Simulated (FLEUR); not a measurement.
**Energy of Ge along an even scaling of the cell**

System: Ge (Fd-3m, 2 atoms in the cell).
Method: Kohn-Sham DFT of a periodic cell, PBEsol, all-electron, no spin polarisation (FLEUR MaX-R8.1 (later development tree)).

The 5 runs differ only in the geometry, by an even scaling of the cell at fixed fractional positions. The structure derives from an entry of the Crystallography Open Database.

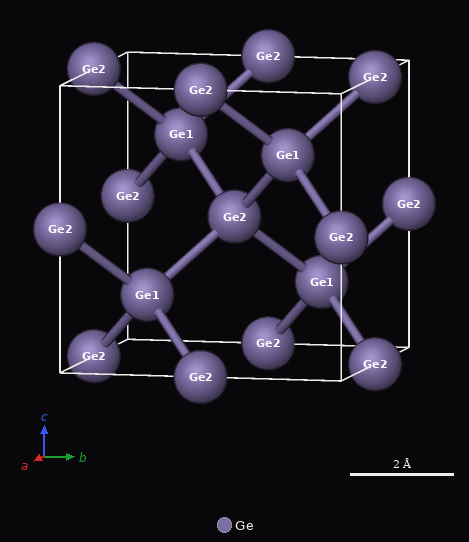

Figure 1. The structure of run 3 (ball-and-stick view of the cell 4 times as large as that of the calculation, set on its symmetry axes, seen slightly off an axis; atoms are numbered from 1 in the order of the input).

### Input of run 3
```
<?xml version="1.0" encoding="UTF-8" standalone="no"?>
<fleurInput fleurInputVersion="0.39">
   <comment>
      Ge                                                                                                  
   </comment>
   <calculationSetup>
      <cutoffs Kmax="4.71" Gmax="14.6" GmaxXC="14.6" numbands="0"/>
      <scfLoop itmax="60" minDistance="0.00001" maxIterBroyd="15" imix="Anderson" alpha="0.05" precondParam="0.0" spinf="2.0" sdNocoIR="T"/>
      <coreElectrons ctail="T" frcor="F" kcrel="0" coretail_lmax="0"/>
      <xcFunctional name="PBEs" relativisticCorrections="F"/>
      <magnetism jspins="1"/>
      <soc l_soc="F" theta="0.0" phi="0.0" spav="F"/>
      <expertModes spex="0" secvar="F"/>
      <geometryOptimization l_f="F" forcealpha="1.0" forcemix="BFGS" epsdisp="0.00001" epsforce="0.00001"/>
      <ldaU l_linMix="F" mixParam="0.05" spinf="1.0"/>
   </calculationSetup>
   <cell>
      <bzIntegration valenceElectrons="44.0" mode="hist" fermiSmearingEnergy="0.00183747">
         <kPointListSelection listName="default-1"/>
         <!-- k-points included here -->
         <xi:include xmlns:xi="http://www.w3.org/2001/XInclude" href="kpts.xml"> </xi:include>
      </bzIntegration>
      <!-- symmetry operations included here -->
      <xi:include xmlns:xi="http://www.w3.org/2001/XInclude" href="sym.xml"> </xi:include>
      <bulkLattice scale="1.0000000000">
         <bravaisMatrix>
            <row-1>    0.0000000000000000     5.3458651311421859     5.3458651311421859</row-1>
            <row-2>    5.3458651311421859     0.0000000000000000     5.3458651311421859</row-2>
            <row-3>    5.3458651311421859     5.3458651311421859     0.0000000000000000</row-3>
         </bravaisMatrix>
      </bulkLattice>
   </cell>
   <atomSpecies>
      <species name="Germanium (Ge)" element="Ge" atomicNumber="32">
         <mtSphere radius="2.08" gridPoints="707" logIncrement="0.017"/>
         <atomicCutoffs lmax="9" lnonsphr="7"/>
         <electronConfig flipSpins="F">
            <coreConfig>(1s1/2) (2s1/2) (2p1/2) (2p3/2)</coreConfig>
            <valenceConfig>(3s1/2) (3p1/2) (3p3/2) (4s1/2) (3d3/2) (3d5/2) (4p1/2) (4p3/2)</valenceConfig>
            <stateOccupation state="(4p1/2)" spinUp="0.333333" spinDown="0.333333"/>
            <stateOccupation state="(4p3/2)" spinUp="0.666667" spinDown="0.666667"/>
         </electronConfig>
         <energyParameters s="4" p="4" d="3" f="4"/>
         <lo type="SCLO" l="0" n="3" eDeriv="0"/>
         <lo type="SCLO" l="1" n="3" eDeriv="0"/>
         <lo type="SCLO" l="1" n="3" eDeriv="1"/>
         <lo type="HELO" l="2" n="4" eDeriv="0"/>
         <lo type="HELO" l="2" n="4" eDeriv="1"/>
         <lo type="SCLO" l="3" n="4" eDeriv="2"/>
      </species>
   </atomSpecies>
   <atomGroups>
      <atomGroup species="Germanium (Ge)">
         <relPos label="                   1">-3.000/8.000 -3.000/8.000 -3.000/8.000</relPos>
         <relPos label="                   2">3.000/8.000 3.000/8.000 3.000/8.000</relPos>
         <force calculate="T" relaxXYZ="TTT"/>
      </atomGroup>
   </atomGroups>
   <output dos="F" band="F" slice="F">
      <checks vchk="F" cdinf="F"/>
      <bandDOS minEnergy="-.5*Htr" maxEnergy="0.5*Htr" sigma="0.015" storeEVData="T"/>
      <vacuumDOS vacdos="F" integ="F" star="F" nstars="0" locx1="0.0" locy1="0.0" locx2="0.0" locy2="0.0" nstm="0" tworkf="0.0"/>
      <unfoldingBand unfoldBand="F" supercellX="1" supercellY="1" supercellZ="1"/>
      <plotting iplot="0" polar="F">
         <plot TwoD="T" vec1="  1.0  0.0  0.0" vec2="  0.0  1.0  0.0" vec3="  0.0  0.0  1.0" zero="  0.0  0.0  0.0" file="plot"/>
      </plotting>
      <chargeDensitySlicing numkpt="0" minEigenval="0.0" maxEigenval="0.0" nnne="0" pallst="F"/>
      <specialOutput eonly="F"/>
      <moessbauerParams electricFieldGradient="T" isomerShift="T" coreHyperfine="T" valenceHyperfine="T"/>
      <magneticCircularDichroism mcd="F" energyLo="-10.0" energyUp="0.0"/>
   </output>
  <!-- We include the file relax.xml here to enable relaxations (see documentation) -->
  <xi:include xmlns:xi="http://www.w3.org/2001/XInclude" href="relax.xml"> <xi:fallback/> </xi:include>
</fleurInput>
```

Command:
```bash
inpgen -f crystal.txt -profile fastHighL; fleur_MPI
```

Lattice vectors (Å) and fractional positions of run 3:
```
   0.000000    2.828910    2.828910
   2.828910    0.000000    2.828910
   2.828910    2.828910    0.000000
Ge  0.750000  0.750000  0.750000
Ge  0.500000  0.500000  0.500000
```

Run 4 has the same physical settings and fractional positions; its lattice vectors (Å) are:
```
   0.000000    2.866137    2.866137
   2.866137    0.000000    2.866137
   2.866137    2.866137    0.000000
```

### Results, with one run withheld

```tsv
run	volume per atom (Å³)	free energy per atom, from the lowest run given (meV)	gap on the mesh (eV)
1	21.281	25.13	0.32
2	21.733	11.97	0.25
3	22.639	0.00	0.00
4	23.545	?	?
5	23.997	10.42	0.00
```

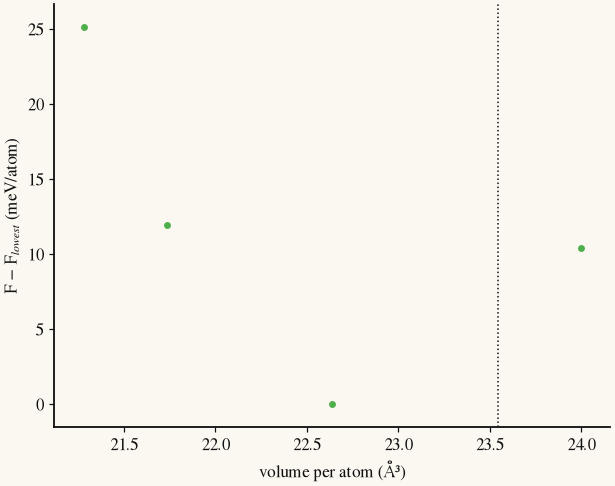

Figure 2. Free energy per atom of the runs given; the dotted line marks run 4.

Estimate the energy of run 4 from the others.

A quadratic polynomial in V^(−2/3) (the Birch–Murnaghan form), fitted to the 4 runs given, misses them by at most 0.10 meV per atom. With x = V^(−2/3) − 0.12594 Å⁻², it reads F = 1.708 + 2481.6 x + 6.9672e+05 x² (meV per atom). At run 4 it gives 3.61 meV per atom, and the run itself gives 3.60. The fit has its minimum at 22.858 Å³ per atom, where V d²F/dV² gives 66.9 GPa: the bulk modulus at this level, since symmetry fixes the shape and the positions. The gap on the mesh lies between 0.00 eV (run 3) and 0.32 eV (run 1); run 4 has 0.00 eV. These are gaps of this functional on this mesh, which can miss the band edges; they aren't the measured gap.

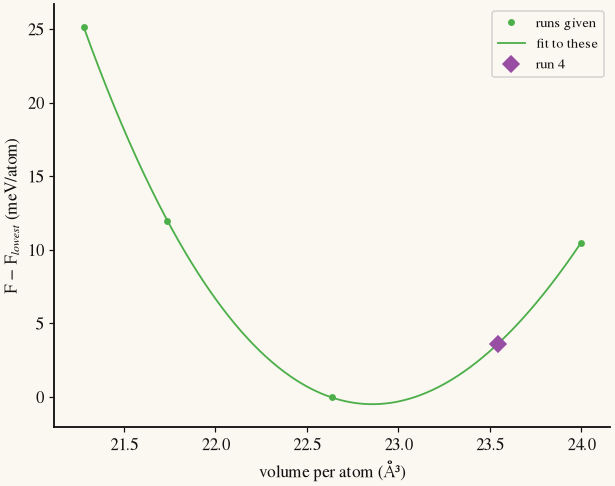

Figure 3. The fit and the withheld run.

### Output (run 4)
```
Welcome to FLEUR        (www.flapw.de)
      MaX-Release 8.1          (www.max-centre.eu)

 ========== k-point set info ==========
 Selected k-point list: default-1
 k-point list type: mesh
 8 x 8 x 8
 Number of k points: 29

 ------------Calculation Setup---------------------------
 Number of MPI-tasks      :            1
 Number of PE/node        :            1
 Number of OMP-threads    :            1
 Most efficient MPI parallelization for:
           1          29
 Additional eigenvalue parallelization possible
 Number of basis functions:          652
 Approximate size of matrices (H+S) per k-point:         0.006 GB
 --------------------------------------------------------

 Iteration:     1   Distance:       6.06258902 me/bohr^3

 Iteration:     2   Distance:       5.67157989 me/bohr^3

 Iteration:     3   Distance:       2.21947131 me/bohr^3

 Iteration:     4   Distance:       0.30992734 me/bohr^3

 Iteration:     5   Distance:       0.31492086 me/bohr^3

 Iteration:     6   Distance:       0.03625749 me/bohr^3

 Iteration:     7   Distance:       0.02691602 me/bohr^3

 Iteration:     8   Distance:       0.00519575 me/bohr^3

 Iteration:     9   Distance:       0.00065118 me/bohr^3

 Iteration:    10   Distance:       0.00047091 me/bohr^3

 Iteration:    11   Distance:       0.00003494 me/bohr^3

 Iteration:    12   Distance:       0.00001246 me/bohr^3

 Iteration:    13   Distance:       0.00000161 me/bohr^3

 ********************************************************************
 Run finished successfully
 Stop message:
   all done
 ********************************************************************
```
